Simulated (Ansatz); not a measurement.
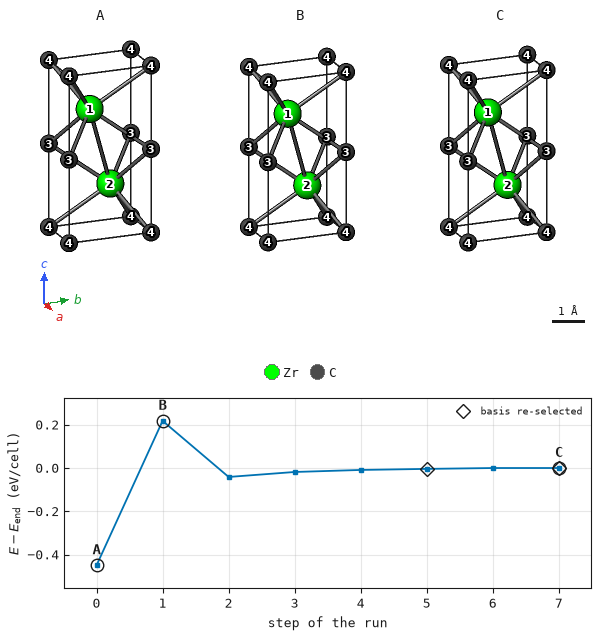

Frames of a relaxation of a crystal of ZrC (set up in P6_3/mmc), marked on the history of the run. Style: ball-and-stick. Shown: the cell of the calculation, slightly off an axis.

The run lets cell and atoms move.

These are results of Kohn-Sham DFT of a periodic cell, PBE, Ansatz PAW in Ansatz, not measurements.

Input
```yaml
crystal:
  lattice:
    - [3.3914762718, 0.0, 0.0]
    - [-1.6957381359, 2.9371046077, 0.0]
    - [0.0, 0.0, 5.290053]
  atoms:
    - { symbol: Zr, position: [0.6666666667, 0.3333333333, 0.75] }
    - { symbol: Zr, position: [0.3333333333, 0.6666666667, 0.25] }
    - { symbol: C, position: [0.0, 0.0, 0.5] }
    - { symbol: C, position: [0.0, 0.0, 0.0] }
hamiltonian:
  xc: pbe
  pseudopotentials: { kind: paw }
kpoints:
  mp_grid: { grid: [7, 7, 4] }
scf:
  occupations: { method: fermi_dirac, width: 0.05 }
output:
  forces: true
  stress: true
  eigenvalues: true
  write_density: true
  write_potential: true
  elf: true
  volumetric_format: npy
relax:
  f_tol: 0.01
  max_steps: 40
  cell: { stress_tol: 0.05, p_target: 30.0 }
```

Run as
```bash
ansatz run input.yaml --threads 2 --pin off --max-ram 5632MiB --backend cpu --events-out ev --progress --plain --runs-dir out
```

What happens along the run?

Answer. After 5 accepted moves (7 points after the start) the energy has risen by 0.450 eV per cell of the calculation. With the target pressure of 30 GPa, the enthalpy E + pV changes by −0.667 eV per cell of the calculation. All forces vanish by symmetry, so only the cell relaxes. The pressure goes from −2.31 to 30.00 GPa. The SCF was repeated twice at an unchanged geometry on a basis and grid sized afresh for the cell, which shifted the energy by 4.9 meV per cell of the calculation at most. No atom moves by more than 0.005 Å relative to the cell. The drawn cell changes as follows: a = b 3.391 → 3.241 Å (−4.4 %), c 5.290 → 5.137 Å (−2.9 %); the volume changes by −11.3 %. Some distances before and after: Zr1–Zr1 3.391 → 3.241 Å, Zr1–Zr2 3.291 → 3.178 Å, Zr1–C3 2.363 → 2.270 Å. The space group stays P6_3/mmc (No. 194). From step 0 to 1: volume −13.3 %, energy +0.668 eV per cell of the calculation. From step 1 to 7: volume +2.3 %, energy −0.218 eV per cell of the calculation.
